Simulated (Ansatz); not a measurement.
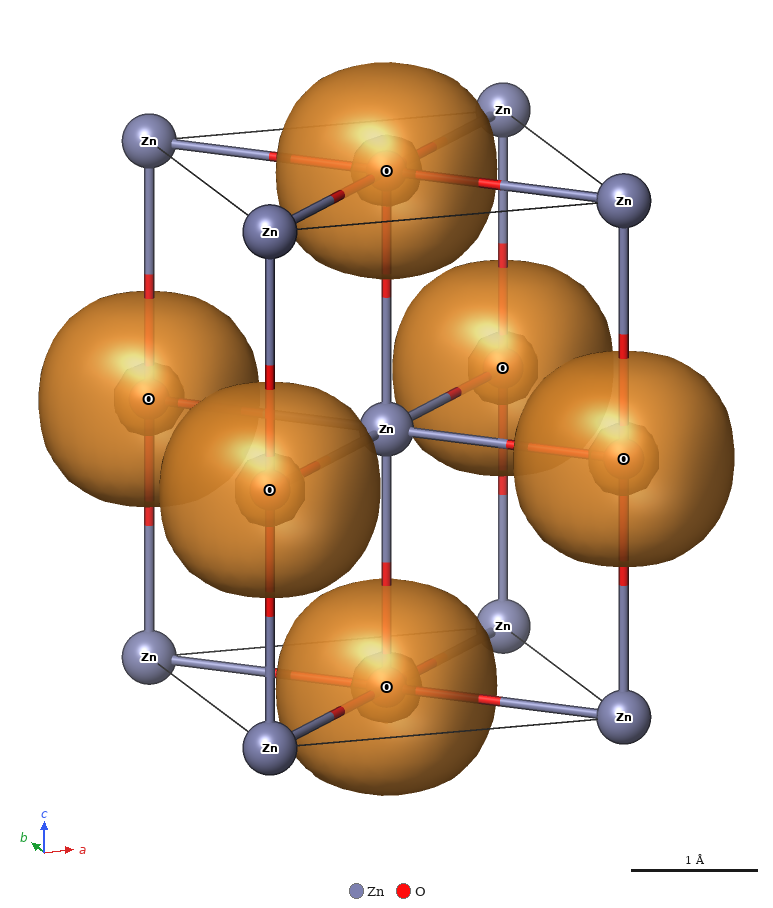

*ZnO. Isosurface of the electron localisation function at 0.6 (orange), seen slightly off an axis. Core shells and regions of very low density are left out. Sticks mark near contacts.*

Space group I4/mmm; started from the rocksalt prototype, which need not be the ambient phase; changed on purpose from its base cell (biaxial xy strain -1.0%); computed pressure about 12 GPa in this cell.

Theory: DFT, PBE, plane waves, PAW in Ansatz 0.2.0.

Input

```
crystal:
  lattice:
    - [0.0, 2.1115791842, 2.1337703963]
    - [2.1115791842, 0.0, 2.1337703963]
    - [2.1115791842, 2.1115791842, 0.0]
  atoms:
    - { symbol: Zn, position: [0.0, 0.0, 0.0] }
    - { symbol: O, position: [0.5, 0.5, 0.5] }
kpoints:
  mp_grid: { grid: [10, 10, 10] }
  band_path:
    path:
      - [0.0, 0.0, 0.0]
      - [0.5, 0.0, 0.5]
      - [0.625, 0.25, 0.625]
      - [0.375, 0.375, 0.75]
      - [0.5, 0.5, 0.5]
      - [0.5, 0.25, 0.75]
      - [0.0, 0.0, 0.5]
    npoints: 1
hamiltonian:
  xc: pbe
scf:
  occupations: { method: fermi_dirac, width: 0.02 }
  n_extra_bands: 4
output:
  forces: true
  stress: true
  eigenvalues: true
  write_density: true
  write_potential: true
  elf: true
  volumetric_format: npy
```

Launched as:

```sh
ansatz run input.yaml --threads 4 --pin off --max-ram 3686MiB --backend cpu --events-out ev --progress --plain --runs-dir out
```

Below, planes, directions and counts refer to the conventional cell (a = 2.99 Å, b = 2.99 Å, c = 4.27 Å, α = 90.00°, β = 90.00°, γ = 90.00°).

### Identify the bonds, lone pairs and shells in this picture.

At this value the surface marks out two regions wrapped around O (the valence shell of each), counted in one cell of 4 atoms. Regions shared between cells count once. Along the contacts the grid gives the following. Zn–O (2.11 Å): the ELF peaks at about 0.80 in the valence shell of O, 0.6 Å from its nucleus, and is about 0.20 at the midpoint: no localised pair shows between them.

### Does the calculation make it a metal, or give it a gap?

It is gapped, with a Kohn–Sham gap of 1.0 eV on the k-point mesh (the band edges may lie off the mesh, which would make the gap smaller).
